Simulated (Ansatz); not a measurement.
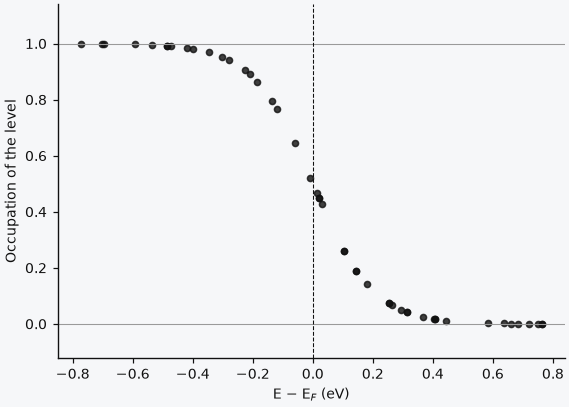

Occupations of the one-electron levels of the k mesh against their energy, from a run on MnS, space group Pm-3m (No. 221), 2 atoms in the cell, with Ansatz.

Question: Which smearing scheme was used (Fermi-Dirac, Gaussian, Methfessel-Paxton or cold), and about what width?

Answer: Fermi-Dirac smearing with a width of 0.1 eV. The occupations stay between 0 and 1 and have long exponential tails; the slope at the Fermi level is 1/(4 × width).
